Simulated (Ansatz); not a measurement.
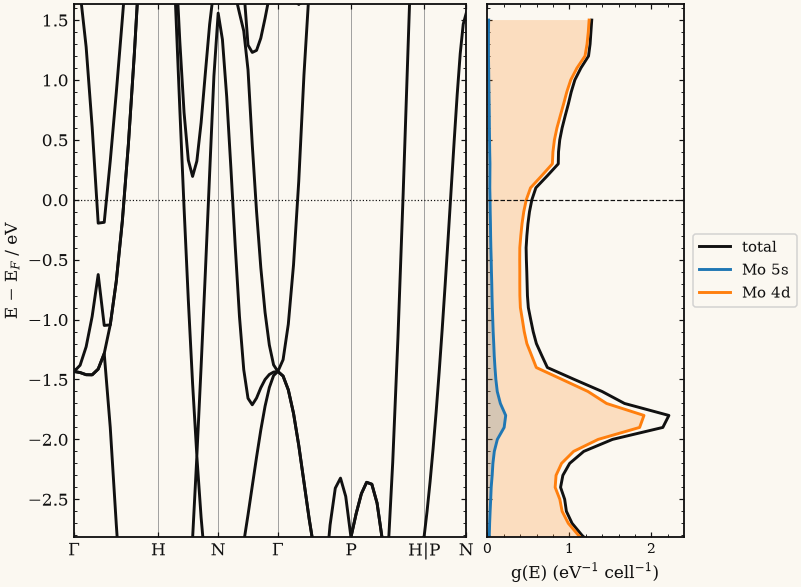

Band structure and density of states. Energies are counted from the Fermi level. The partial curves are projected on Löwdin-orthogonalised atomic shells.

Question: Which Bravais lattice do the labels of the path belong to?

Answer: A body-centred cubic lattice: the path Γ–H–N–Γ–P–H|P–N runs through the special points of its Brillouin zone.

System: Mo, space group Im-3m (No. 229), 1 atom in the cell.

Computed with Ansatz: DFT r2SCAN, scalar-relativistic, plane waves, PAW, no spin polarisation, 18×18×18 k mesh.

Question: Does this material conduct, going by its bands?

Answer: A metal: 3 bands cross the Fermi level along this path.

Question: Where is the tallest peak in the window, and which states make it?

Answer: The tallest peak in the window is at −1.8 eV; by projected weight it is Mo 4d (90 %).
